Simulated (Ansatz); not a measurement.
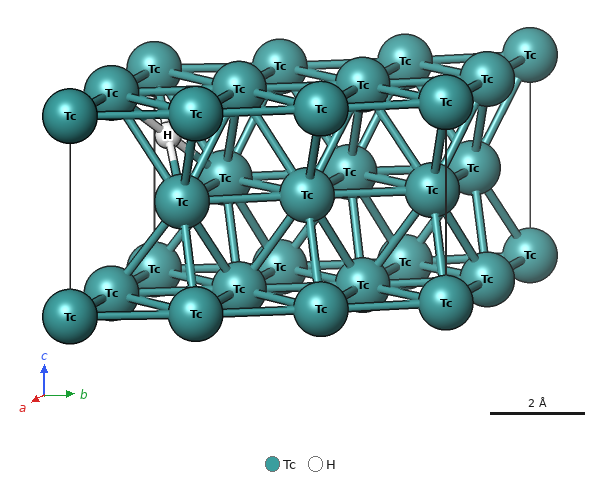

**Figure 1.** The structure as given in the input (ball-and-stick view of the cell of the calculation, seen slightly off an axis). An atom can appear more than once, as a periodic image.

## Tc12H: molecular dynamics (part 1 of 2)

- system: Tc12H (defect cell, 13 atoms in the cell)
- method: DFT PBE-D3(BJ), scalar-relativistic, plane waves, PAW, no spin polarisation (Ansatz 0.2.0)

It belongs to a series of runs on one base structure; here: dynamics from the start.

Input file:
```yaml
accuracy: low
crystal:
  lattice:
    - [5.48, 0.0, 0.0]
    - [-4.11, 7.118729, 0.0]
    - [0.0, 0.0, 4.39496]
  atoms:
    - { symbol: Tc, position: [-0.00681445, -0.00224545, 0.00879876] }
    - { symbol: Tc, position: [0.16249844, 0.2234273, 0.49080802] }
    - { symbol: Tc, position: [-0.00020646, 0.33340314, -0.0008118] }
    - { symbol: Tc, position: [0.1678745, 0.55644239, 0.49720531] }
    - { symbol: Tc, position: [0.00055472, 0.66695178, 0.00082804] }
    - { symbol: Tc, position: [0.16259163, 0.88409777, 0.49351419] }
    - { symbol: Tc, position: [0.50315565, -0.00172937, 0.00921125] }
    - { symbol: Tc, position: [0.6725077, 0.22396881, 0.49133171] }
    - { symbol: Tc, position: [0.50308245, 0.33763947, 0.00652294] }
    - { symbol: Tc, position: [0.66515379, 0.55478418, 0.49923612] }
    - { symbol: Tc, position: [0.49782528, 0.66529859, 0.00297917] }
    - { symbol: Tc, position: [0.66590325, 0.88833317, 0.5009073] }
    - { symbol: H, position: [0.3330487, 0.11099502, 0.7500396] }
basis:
  ecutwfc: 600.0
kpoints:
  mp_grid: { grid: [4, 3, 4] }
hamiltonian:
  xc: pbe
  dispersion: d3bj
scf:
  occupations: { method: fermi_dirac, width: 0.15 }
  lower_state_search: "off"
md:
  timestep: 0.5
  n_steps: 190
  ensemble: nve
  temperature: 3000.0
  initial_velocities: maxwell_boltzmann
  seed: 24083
```

Run as:
```bash
ansatz run input.yaml --threads 4 --pin off --max-ram 10240MiB --backend cpu --events-out ev --progress --plain --runs-dir out
```

Log:
```
Warning: md: disabling space-group detection — thermal motion breaks the input geometry's symmetry, so no spatial operation reduces the k-mesh or symmetrises the density; time reversal is kept, so that k and −k are solved as one point where they differ and the mesh holds both, and exact exchange and, on two spinor components, a DFT+U term hold to it where the run has them: on two components no moment then forms, and a state that bears one, which a typed moment (crystal.atoms[].spin; refused beside efield: under a hybrid functional) reaches, can lie lower, under hf by electronvolts; crystal.symmetry.detect: false (a key that needs symmetry detection or time reversal refuses this as the deck is read) with time_reversal: false beside it drops time reversal too
band count auto-derived: 112 (N_el = 181.0; filled up to band 91; 109 by the electrons, moments and atoms)
Engine: ansatz 0.2.0, x86_64-unknown-linux-gnu
Pseudopotentials: kind: paw
Pseudopotential: Tc, paw, valence charge 15, recommended cutoff 500 eV (normal), Tc.paw.azcp
Pseudopotential: H, paw, valence charge 1, recommended cutoff 420 eV (normal), H.paw.azcp
Functional definition: PBE
  parameter kappa = 0.804
  parameter beta = 0.06672455060314922
  exchange = pbe_x(kappa = kappa, mu = beta*pi^2/3)
  correlation = pbe_c(beta = beta)
Crystal: 13 atoms, lattice volume = 171.450 Å³
Basis set: ecut = 600 eV, 5709 PW (Γ), exchange–correlation on 90×144×72 points (8 copies of the dense FFT grid, shifted against one another)
Bands: 112, of which v1, the nominal top of the filled ones, is band 91 counted from 1 (90 counted from 0)
Symmetry: 1 space group operations
k-points: 26 of 48 (time reversal used)
Non-local potential: Tc, projectors of the file, l = 0: 3, l = 1: 3, l = 2: 2, l = 3: 2
Non-local potential: H, projectors of the file, l = 0: 2, l = 1: 1
PAW form: soft (Blöchl's): semilocal exchange-correlation on the pseudo side does not see the compensation charge
PAW one-centre angular grid: Tc, 590 points (default); XC on 64 Gauss nodes
PAW one-centre angular grid: H, 110 points (default); XC on 64 Gauss nodes
Initial density: superposition of atomic densities (chi_scale 0.1, normalization cell, long waves kept (reshape's long-wave potential 0.03 eV rms))
Initial wavefunctions: pseudopotential atomic-orbital guess
Functional: x = pbe(κ = 0.804, μ = 0.2195149727645171), c = pbe(β = 0.06672455060314922)
SCF iter   1: F=—  HF=-64802.794723 eV  |F-HF|=—  |Δ(HF+E_count)|=         —  Δρ=5.75e-2  dr2=5.92e0  ethr=3.10e-3  ⟨swp⟩=5.0  Hψ=8919  notcnv=0
preconditioner: auto → Kerker (q_TF=auto, 2.753 Å⁻¹)  [metal: Δε(μ)=0.000 eV  Ē_g=5.050 eV  σ=0.150 eV  W_gap=0.00  n_scr=64 (ndim 8)  ℏωp=26.1 eV  f_vac=0.000  D(μ)=11.53/eV (n_scr^D=118)]
SCF iter   2: F=—  HF=-64801.258310 eV  |F-HF|=—  |Δ(HF+E_count)|=    1.54e0  Δρ=2.79e-2  dr2=1.40e0  ethr=3.10e-3  ⟨swp⟩=3.0  Hψ=4904  notcnv=0
SCF iter   3: F=—  HF=-64800.845439 eV  |F-HF|=—  |Δ(HF+E_count)|=   4.13e-1  Δρ=4.28e-3  dr2=1.94e-2  ethr=7.75e-4  ⟨swp⟩=3.0  Hψ=5820  notcnv=0
SCF iter   4: F=—  HF=-64800.843928 eV  |F-HF|=—  |Δ(HF+E_count)|=   1.51e-3  Δρ=5.15e-4  dr2=5.55e-4  ethr=1.07e-5  ⟨swp⟩=2.0  Hψ=4013  notcnv=0
SCF iter   5: F=—  HF=-64800.843838 eV  |F-HF|=—  |Δ(HF+E_count)|=   8.95e-5  Δρ=1.22e-4  dr2=2.80e-5  ethr=3.06e-7  ⟨swp⟩=2.0  Hψ=4009  notcnv=0
SCF iter   6: F=—  HF=-64800.843822 eV  |F-HF|=—  |Δ(HF+E_count)|=   1.60e-5  Δρ=2.22e-5  dr2=1.08e-6  ethr=1.55e-8  ⟨swp⟩=2.0  Hψ=4049  notcnv=0
SCF iter   7: F=—  HF=-64800.843701 eV  |F-HF|=—  |Δ(HF+E_count)|=   1.22e-4  Δρ=4.91e-6  dr2=3.15e-8  ethr=5.95e-10  ⟨swp⟩=2.0  Hψ=4011  notcnv=0
SCF iter   8: F=-64800.843701 eV  HF=-64800.843701 eV  |F-HF|=3.35e-10  |Δ(HF+E_count)|=  2.76e-10  Δρ=8.78e-7  dr2=1.18e-9  ethr=7.18e-12  ⟨swp⟩=4.0  Hψ=8966  notcnv=0
SCF 1 converged in 8 iterations: F = -64800.843701 eV  dr2 = 1.18e-9
  greatest PAW one-centre occupation: 0.990 electrons in one spin orbital (limit 2), on the Tc atom at site 10 (counted from 0), in its partial waves of l = 0
md step     0: t =     0.00 fs  T =  3000.0 K  F+E_penalty+E_count = -64800.84370052 eV  E_kin = 4.653360 eV  conserved = -64796.19034056 eV  (8 SCF iters)
Initial density: handed on by an earlier stage of this run
Initial wavefunctions: those handed on with the density
iter 1 solved again at ethr=2.07e-6 eV; its pass at ethr=3.10e-3 eV (dr2=3.74e-3 eV) is discarded
SCF iter   1: F=—  HF=-64800.839878 eV  |F-HF|=—  |Δ(HF+E_count)|=         —  Δρ=1.49e-3  dr2=3.99e-3  ethr=2.07e-6  ⟨swp⟩=1.7  Hψ=10875  notcnv=0
preconditioner: auto → Kerker (q_TF=auto, 2.753 Å⁻¹)  [metal: Δε(μ)=0.002 eV  Ē_g=4.811 eV  σ=0.150 eV  W_gap=0.00  n_scr=64 (ndim 8)  ℏωp=26.1 eV  f_vac=0.000  D(μ)=11.74/eV (n_scr^D=130)]
SCF iter   2: F=—  HF=-64800.839316 eV  |F-HF|=—  |Δ(HF+E_count)|=   5.62e-4  Δρ=9.00e-4  dr2=1.53e-3  ethr=2.07e-6  ⟨swp⟩=2.0  Hψ=2938  notcnv=0
SCF iter   3: F=—  HF=-64800.838943 eV  |F-HF|=—  |Δ(HF+E_count)|=   3.74e-4  Δρ=8.50e-5  dr2=9.32e-6  ethr=8.43e-7  ⟨swp⟩=2.0  Hψ=4017  notcnv=0
SCF iter   4: F=—  HF=-64800.838813 eV  |F-HF|=—  |Δ(HF+E_count)|=   1.30e-4  Δρ=1.78e-5  dr2=3.28e-7  ethr=5.15e-9  ⟨swp⟩=2.0  Hψ=4026  notcnv=0
SCF iter   5: F=—  HF=-64800.838813 eV  |F-HF|=—  |Δ(HF+E_count)|=   2.11e-8  Δρ=3.31e-6  dr2=1.44e-8  ethr=1.81e-10  ⟨swp⟩=2.2  Hψ=4347  notcnv=0
SCF iter   6: F=-64800.838813 eV  HF=-64800.838813 eV  |F-HF|=1.96e-10  |Δ(HF+E_count)|=  4.51e-10  Δρ=7.05e-7  dr2=7.18e-10  ethr=7.18e-12  ⟨swp⟩=3.8  Hψ=8094  notcnv=0
SCF 2 converged in 6 iterations: F = -64800.838813 eV  dr2 = 7.18e-10
md step     1: t =     0.50 fs  T =  2996.8 K  F+E_penalty+E_count = -64800.83881271 eV  E_kin = 4.648473 eV  conserved = -64796.19033998 eV  (6 SCF iters, 23 dispersion substeps)
[... from here on the SCF iterations and repeated set-up lines of each step are left out, up to the last step ...]
SCF 3 converged in 6 iterations: F = -64800.825761 eV  dr2 = 7.28e-10
md step     2: t =     1.00 fs  T =  2988.4 K  F+E_penalty+E_count = -64800.82576145 eV  E_kin = 4.635410 eV  conserved = -64796.19035165 eV  (6 SCF iters, 23 dispersion substeps)
md step     3: t =     1.50 fs  T =  2974.7 K  F+E_penalty+E_count = -64800.80449270 eV  E_kin = 4.614122 eV  conserved = -64796.19037048 eV  (6 SCF iters, 23 dispersion substeps)
md step     4: t =     2.00 fs  T =  2955.6 K  F+E_penalty+E_count = -64800.77493731 eV  E_kin = 4.584550 eV  conserved = -64796.19038728 eV  (6 SCF iters, 23 dispersion substeps)
md step     5: t =     2.50 fs  T =  2931.3 K  F+E_penalty+E_count = -64800.73714084 eV  E_kin = 4.546752 eV  conserved = -64796.19038899 eV  (4 SCF iters, 23 dispersion substeps)
md step     6: t =     3.00 fs  T =  2901.8 K  F+E_penalty+E_count = -64800.69144484 eV  E_kin = 4.501084 eV  conserved = -64796.19036042 eV  (3 SCF iters, 23 dispersion substeps)
md step     7: t =     3.50 fs  T =  2867.9 K  F+E_penalty+E_count = -64800.63869907 eV  E_kin = 4.448413 eV  conserved = -64796.19028634 eV  (4 SCF iters, 23 dispersion substeps)
md step     8: t =     4.00 fs  T =  2830.4 K  F+E_penalty+E_count = -64800.58045896 eV  E_kin = 4.390302 eV  conserved = -64796.19015720 eV  (3 SCF iters, 23 dispersion substeps)
md step     9: t =     4.50 fs  T =  2791.0 K  F+E_penalty+E_count = -64800.51909605 eV  E_kin = 4.329121 eV  conserved = -64796.18997539 eV  (3 SCF iters, 23 dispersion substeps)
md step    10: t =     5.00 fs  T =  2751.5 K  F+E_penalty+E_count = -64800.45773510 eV  E_kin = 4.267977 eV  conserved = -64796.18975849 eV  (6 SCF iters, 23 dispersion substeps)
md step    11: t =     5.50 fs  T =  2714.4 K  F+E_penalty+E_count = -64800.39995319 eV  E_kin = 4.210412 eV  conserved = -64796.18954115 eV  (3 SCF iters, 23 dispersion substeps)
md step    12: t =     6.00 fs  T =  2681.9 K  F+E_penalty+E_count = -64800.34924244 eV  E_kin = 4.159874 eV  conserved = -64796.18936832 eV  (3 SCF iters, 23 dispersion substeps)
md step    13: t =     6.50 fs  T =  2655.5 K  F+E_penalty+E_count = -64800.30834116 eV  E_kin = 4.119060 eV  conserved = -64796.18928095 eV  (3 SCF iters, 23 dispersion substeps)
md step    14: t =     7.00 fs  T =  2636.4 K  F+E_penalty+E_count = -64800.27862732 eV  E_kin = 4.089326 eV  conserved = -64796.18930126 eV  (3 SCF iters, 23 dispersion substeps)
md step    15: t =     7.50 fs  T =  2624.1 K  F+E_penalty+E_count = -64800.25978851 eV  E_kin = 4.070364 eV  conserved = -64796.18942433 eV  (3 SCF iters, 23 dispersion substeps)
md step    16: t =     8.00 fs  T =  2617.6 K  F+E_penalty+E_count = -64800.24989845 eV  E_kin = 4.060279 eV  conserved = -64796.18961915 eV  (3 SCF iters, 23 dispersion substeps)
md step    17: t =     8.50 fs  T =  2614.9 K  F+E_penalty+E_count = -64800.24587751 eV  E_kin = 4.056037 eV  conserved = -64796.18984016 eV  (3 SCF iters, 23 dispersion substeps)
md step    18: t =     9.00 fs  T =  2613.7 K  F+E_penalty+E_count = -64800.24417351 eV  E_kin = 4.054130 eV  conserved = -64796.19004303 eV  (3 SCF iters, 23 dispersion substeps)
md step    19: t =     9.50 fs  T =  2611.8 K  F+E_penalty+E_count = -64800.24143886 eV  E_kin = 4.051243 eV  conserved = -64796.19019593 eV  (3 SCF iters, 23 dispersion substeps)
md step    20: t =    10.00 fs  T =  2607.6 K  F+E_penalty+E_count = -64800.23502172 eV  E_kin = 4.044736 eV  conserved = -64796.19028563 eV  (6 SCF iters, 23 dispersion substeps)
md step    21: t =    10.50 fs  T =  2600.0 K  F+E_penalty+E_count = -64800.22319023 eV  E_kin = 4.032874 eV  conserved = -64796.19031588 eV  (3 SCF iters, 23 dispersion substeps)
md step    22: t =    11.00 fs  T =  2588.3 K  F+E_penalty+E_count = -64800.20510945 eV  E_kin = 4.014809 eV  conserved = -64796.19030052 eV  (3 SCF iters, 23 dispersion substeps)
md step    23: t =    11.50 fs  T =  2572.6 K  F+E_penalty+E_count = -64800.18065123 eV  E_kin = 3.990393 eV  conserved = -64796.19025835 eV  (3 SCF iters, 23 dispersion substeps)
md step    24: t =    12.00 fs  T =  2552.9 K  F+E_penalty+E_count = -64800.15013237 eV  E_kin = 3.959925 eV  conserved = -64796.19020767 eV  (3 SCF iters, 23 dispersion substeps)
md step    25: t =    12.50 fs  T =  2529.7 K  F+E_penalty+E_count = -64800.11405906 eV  E_kin = 3.923897 eV  conserved = -64796.19016186 eV  (3 SCF iters, 23 dispersion substeps)
md step    26: t =    13.00 fs  T =  2503.2 K  F+E_penalty+E_count = -64800.07292491 eV  E_kin = 3.882795 eV  conserved = -64796.19012961 eV  (3 SCF iters, 23 dispersion substeps)
md step    27: t =    13.50 fs  T =  2473.7 K  F+E_penalty+E_count = -64800.02708177 eV  E_kin = 3.836967 eV  conserved = -64796.19011476 eV  (3 SCF iters, 23 dispersion substeps)
md step    28: t =    14.00 fs  T =  2441.2 K  F+E_penalty+E_count = -64799.97668189 eV  E_kin = 3.786565 eV  conserved = -64796.19011662 eV  (3 SCF iters, 23 dispersion substeps)
md step    29: t =    14.50 fs  T =  2405.7 K  F+E_penalty+E_count = -64799.92167966 eV  E_kin = 3.731548 eV  conserved = -64796.19013193 eV  (3 SCF iters, 23 dispersion substeps)
md step    30: t =    15.00 fs  T =  2367.1 K  F+E_penalty+E_count = -64799.86187754 eV  E_kin = 3.671722 eV  conserved = -64796.19015566 eV  (6 SCF iters, 23 dispersion substeps)
md step    31: t =    15.50 fs  T =  2325.3 K  F+E_penalty+E_count = -64799.79700295 eV  E_kin = 3.606822 eV  conserved = -64796.19018078 eV  (3 SCF iters, 23 dispersion substeps)
md step    32: t =    16.00 fs  T =  2280.0 K  F+E_penalty+E_count = -64799.72680519 eV  E_kin = 3.536606 eV  conserved = -64796.19019940 eV  (3 SCF iters, 23 dispersion substeps)
md step    33: t =    16.50 fs  T =  2231.3 K  F+E_penalty+E_count = -64799.65116405 eV  E_kin = 3.460960 eV  conserved = -64796.19020387 eV  (3 SCF iters, 23 dispersion substeps)
md step    34: t =    17.00 fs  T =  2179.1 K  F+E_penalty+E_count = -64799.57019989 eV  E_kin = 3.380013 eV  conserved = -64796.19018675 eV  (3 SCF iters, 23 dispersion substeps)
md step    35: t =    17.50 fs  T =  2123.8 K  F+E_penalty+E_count = -64799.48437144 eV  E_kin = 3.294229 eV  conserved = -64796.19014262 eV  (3 SCF iters, 23 dispersion substeps)
md step    36: t =    18.00 fs  T =  2065.9 K  F+E_penalty+E_count = -64799.39454279 eV  E_kin = 3.204473 eV  conserved = -64796.19007002 eV  (3 SCF iters, 23 dispersion substeps)
md step    37: t =    18.50 fs  T =  2006.3 K  F+E_penalty+E_count = -64799.30199807 eV  E_kin = 3.112026 eV  conserved = -64796.18997210 eV  (3 SCF iters, 23 dispersion substeps)
md step    38: t =    19.00 fs  T =  1946.0 K  F+E_penalty+E_count = -64799.20838536 eV  E_kin = 3.018529 eV  conserved = -64796.18985681 eV  (3 SCF iters, 23 dispersion substeps)
md step    39: t =    19.50 fs  T =  1886.3 K  F+E_penalty+E_count = -64799.11558263 eV  E_kin = 2.925845 eV  conserved = -64796.18973735 eV  (3 SCF iters, 23 dispersion substeps)
md step    40: t =    20.00 fs  T =  1828.3 K  F+E_penalty+E_count = -64799.02549817 eV  E_kin = 2.835868 eV  conserved = -64796.18962972 eV  (6 SCF iters, 23 dispersion substeps)
md step    41: t =    20.50 fs  T =  1773.1 K  F+E_penalty+E_count = -64798.93983924 eV  E_kin = 2.750291 eV  conserved = -64796.18954832 eV  (3 SCF iters, 23 dispersion substeps)
md step    42: t =    21.00 fs  T =  1721.6 K  F+E_penalty+E_count = -64798.85989821 eV  E_kin = 2.670395 eV  conserved = -64796.18950284 eV  (3 SCF iters, 23 dispersion substeps)
md step    43: t =    21.50 fs  T =  1674.2 K  F+E_penalty+E_count = -64798.78640643 eV  E_kin = 2.596910 eV  conserved = -64796.18949628 eV  (3 SCF iters, 23 dispersion substeps)
md step    44: t =    22.00 fs  T =  1631.1 K  F+E_penalty+E_count = -64798.71948767 eV  E_kin = 2.529963 eV  conserved = -64796.18952487 eV  (3 SCF iters, 23 dispersion substeps)
md step    45: t =    22.50 fs  T =  1591.8 K  F+E_penalty+E_count = -64798.65871301 eV  E_kin = 2.469133 eV  conserved = -64796.18957997 eV  (3 SCF iters, 23 dispersion substeps)
md step    46: t =    23.00 fs  T =  1556.0 K  F+E_penalty+E_count = -64798.60323031 eV  E_kin = 2.413579 eV  conserved = -64796.18965083 eV  (3 SCF iters, 23 dispersion substeps)
md step    47: t =    23.50 fs  T =  1522.9 K  F+E_penalty+E_count = -64798.55192562 eV  E_kin = 2.362198 eV  conserved = -64796.18972715 eV  (3 SCF iters, 23 dispersion substeps)
md step    48: t =    24.00 fs  T =  1491.7 K  F+E_penalty+E_count = -64798.50357816 eV  E_kin = 2.313778 eV  conserved = -64796.18980064 eV  (3 SCF iters, 23 dispersion substeps)
md step    49: t =    24.50 fs  T =  1461.6 K  F+E_penalty+E_count = -64798.45698769 eV  E_kin = 2.267122 eV  conserved = -64796.18986538 eV  (3 SCF iters, 23 dispersion substeps)
md step    50: t =    25.00 fs  T =  1432.0 K  F+E_penalty+E_count = -64798.41107267 eV  E_kin = 2.221156 eV  conserved = -64796.18991667 eV  (6 SCF iters, 23 dispersion substeps)
md step    51: t =    25.50 fs  T =  1402.2 K  F+E_penalty+E_count = -64798.36494836 eV  E_kin = 2.174998 eV  conserved = -64796.18995030 eV  (3 SCF iters, 23 dispersion substeps)
md step    52: t =    26.00 fs  T =  1371.9 K  F+E_penalty+E_count = -64798.31799123 eV  E_kin = 2.128028 eV  conserved = -64796.18996313 eV  (3 SCF iters, 23 dispersion substeps)
md step    53: t =    26.50 fs  T =  1340.9 K  F+E_penalty+E_count = -64798.26988550 eV  E_kin = 2.079931 eV  conserved = -64796.18995458 eV  (3 SCF iters, 23 dispersion substeps)
md step    54: t =    27.00 fs  T =  1309.2 K  F+E_penalty+E_count = -64798.22063736 eV  E_kin = 2.030710 eV  conserved = -64796.18992723 eV  (3 SCF iters, 23 dispersion substeps)
md step    55: t =    27.50 fs  T =  1276.9 K  F+E_penalty+E_count = -64798.17054000 eV  E_kin = 1.980653 eV  conserved = -64796.18988699 eV  (3 SCF iters, 23 dispersion substeps)
md step    56: t =    28.00 fs  T =  1244.4 K  F+E_penalty+E_count = -64798.12008156 eV  E_kin = 1.930238 eV  conserved = -64796.18984351 eV  (3 SCF iters, 23 dispersion substeps)
md step    57: t =    28.50 fs  T =  1212.0 K  F+E_penalty+E_count = -64798.06980597 eV  E_kin = 1.879998 eV  conserved = -64796.18980847 eV  (3 SCF iters, 23 dispersion substeps)
md step    58: t =    29.00 fs  T =  1180.0 K  F+E_penalty+E_count = -64798.02015451 eV  E_kin = 1.830363 eV  conserved = -64796.18979186 eV  (3 SCF iters, 23 dispersion substeps)
md step    59: t =    29.50 fs  T =  1148.5 K  F+E_penalty+E_count = -64797.97132639 eV  E_kin = 1.781527 eV  conserved = -64796.18979912 eV  (3 SCF iters, 23 dispersion substeps)
md step    60: t =    30.00 fs  T =  1117.5 K  F+E_penalty+E_count = -64797.92319467 eV  E_kin = 1.733364 eV  conserved = -64796.18983065 eV  (6 SCF iters, 23 dispersion substeps)
md step    61: t =    30.50 fs  T =  1086.6 K  F+E_penalty+E_count = -64797.87529834 eV  E_kin = 1.685416 eV  conserved = -64796.18988191 eV  (3 SCF iters, 23 dispersion substeps)
md step    62: t =    31.00 fs  T =  1055.3 K  F+E_penalty+E_count = -64797.82690996 eV  E_kin = 1.636966 eV  conserved = -64796.18994438 eV  (3 SCF iters, 23 dispersion substeps)
md step    63: t =    31.50 fs  T =  1023.2 K  F+E_penalty+E_count = -64797.77715897 eV  E_kin = 1.587151 eV  conserved = -64796.19000806 eV  (3 SCF iters, 23 dispersion substeps)
md step    64: t =    32.00 fs  T =   989.7 K  F+E_penalty+E_count = -64797.72518219 eV  E_kin = 1.535119 eV  conserved = -64796.19006277 eV  (3 SCF iters, 23 dispersion substeps)
md step    65: t =    32.50 fs  T =   954.3 K  F+E_penalty+E_count = -64797.67027478 eV  E_kin = 1.480176 eV  conserved = -64796.19009909 eV  (3 SCF iters, 23 dispersion substeps)
md step    66: t =    33.00 fs  T =   916.7 K  F+E_penalty+E_count = -64797.61202650 eV  E_kin = 1.421917 eV  conserved = -64796.19010916 eV  (3 SCF iters, 23 dispersion substeps)
md step    67: t =    33.50 fs  T =   877.0 K  F+E_penalty+E_count = -64797.55043904 eV  E_kin = 1.360353 eV  conserved = -64796.19008637 eV  (3 SCF iters, 23 dispersion substeps)
md step    68: t =    34.00 fs  T =   835.5 K  F+E_penalty+E_count = -64797.48602397 eV  E_kin = 1.295998 eV  conserved = -64796.19002570 eV  (3 SCF iters, 23 dispersion substeps)
md step    69: t =    34.50 fs  T =   792.9 K  F+E_penalty+E_count = -64797.41987350 eV  E_kin = 1.229949 eV  conserved = -64796.18992472 eV  (4 SCF iters, 23 dispersion substeps)
md step    70: t =    35.00 fs  T =   750.4 K  F+E_penalty+E_count = -64797.35368089 eV  E_kin = 1.163894 eV  conserved = -64796.18978689 eV  (6 SCF iters, 23 dispersion substeps)
md step    71: t =    35.50 fs  T =   709.2 K  F+E_penalty+E_count = -64797.28967431 eV  E_kin = 1.100050 eV  conserved = -64796.18962432 eV  (3 SCF iters, 23 dispersion substeps)
md step    72: t =    36.00 fs  T =   671.1 K  F+E_penalty+E_count = -64797.23042949 eV  E_kin = 1.040972 eV  conserved = -64796.18945744 eV  (3 SCF iters, 23 dispersion substeps)
md step    73: t =    36.50 fs  T =   637.8 K  F+E_penalty+E_count = -64797.17855412 eV  E_kin = 0.989241 eV  conserved = -64796.18931266 eV  (3 SCF iters, 23 dispersion substeps)
md step    74: t =    37.00 fs  T =   610.6 K  F+E_penalty+E_count = -64797.13628706 eV  E_kin = 0.947071 eV  conserved = -64796.18921628 eV  (3 SCF iters, 23 dispersion substeps)
md step    75: t =    37.50 fs  T =   590.5 K  F+E_penalty+E_count = -64797.10510586 eV  E_kin = 0.915920 eV  conserved = -64796.18918622 eV  (3 SCF iters, 23 dispersion substeps)
```
